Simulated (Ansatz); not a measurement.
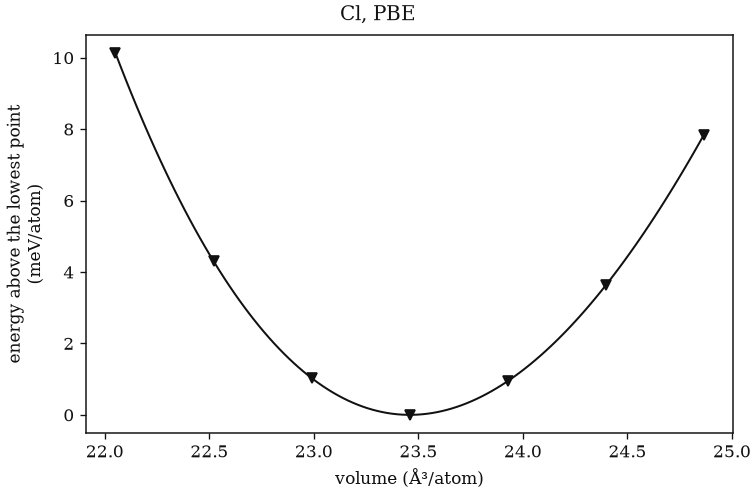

The picture above shows the energy above the lowest point against volume for Cl, space group Pm-3m (No. 221) (one of a set of cubic test structures, which need not be the stable phase).

Computed with Ansatz 0.2.0 development build: equation of state of a cubic crystal from periodic Kohn-Sham density functional theory without spin, third-order Birch-Murnaghan fit to the free energies; pressure corrected for the finite basis. Level: PBE.

- structure type: simple cubic
- atoms in cell: 1
- space group number: 221
- lattice centring: simple cubic
- k mesh: 38×38×38
- occupation method: Fermi–Dirac
- occupation width: 0.06123 eV
- wave cutoff: 420 eV
- datasets: soft-1 PAW
- density tolerance: 1e−07 eV
- bands: 8
- density cutoff ratio: 4
- search for lower states: default

From this curve and the settings, what does the calculation give for the pressure at the same points?

The pressure falls from 2.461 GPa at volume 22.05 Å³/atom to −1.676 GPa at 24.87 Å³/atom, and changes sign near 23.46 Å³/atom.

```json
{"volume (Å³/atom)": "22.05", "pressure (GPa)": "2.461"}
{"volume (Å³/atom)": "22.52", "pressure (GPa)": "1.535"}
{"volume (Å³/atom)": "22.99", "pressure (GPa)": "0.720"}
{"volume (Å³/atom)": "23.46", "pressure (GPa)": "0.000"}
{"volume (Å³/atom)": "23.93", "pressure (GPa)": "-0.630"}
{"volume (Å³/atom)": "24.40", "pressure (GPa)": "-1.189"}
{"volume (Å³/atom)": "24.87", "pressure (GPa)": "-1.676"}
```

Limits of the calculation: cubic model structure, not the ambient form.
